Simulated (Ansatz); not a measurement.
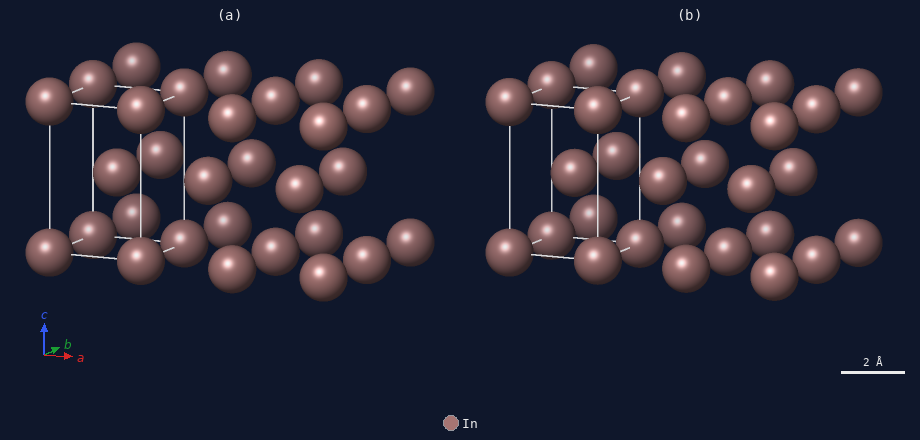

Left: a symmetric starting cell of In. Right: the same structure after one change, at the same scale. A spheres-only model of the conventional cell (2 times the calculation's cell), repeated 3 × 2 × 1 with one cell outlined, seen slightly off an axis. Lengths and directions refer to the drawn axes.

All numbers below come from DFT PBE, scalar-relativistic, plane waves, PAW in Ansatz 0.2.0. (plane-wave cutoff 420 eV; k-point mesh 18 × 18 × 18; occupations gaussian; smearing width 0.1 eV; no spin polarisation)

> What was changed?

The cell is strained by −0.3 % along c and −3.3 % across it (volume −6.8 %), the atoms keeping their fractional coordinates. No relaxation follows. The starting cell wasn't computed here and needn't be at equilibrium, so pressure and forces aren't due to the change alone.

> What does the change do?

The pressure is 5.7 GPa (not all of it need come from the change, since the unchanged cell can be under pressure at this level too). The principal stresses (compression positive) are 5.4 GPa along c and 5.8 GPa across it. All forces vanish by symmetry. Some distances before and after: In–In 3.252 → 3.145 Å, In–In 3.378 → 3.321 Å. The space group stays I4/mmm (No. 139).
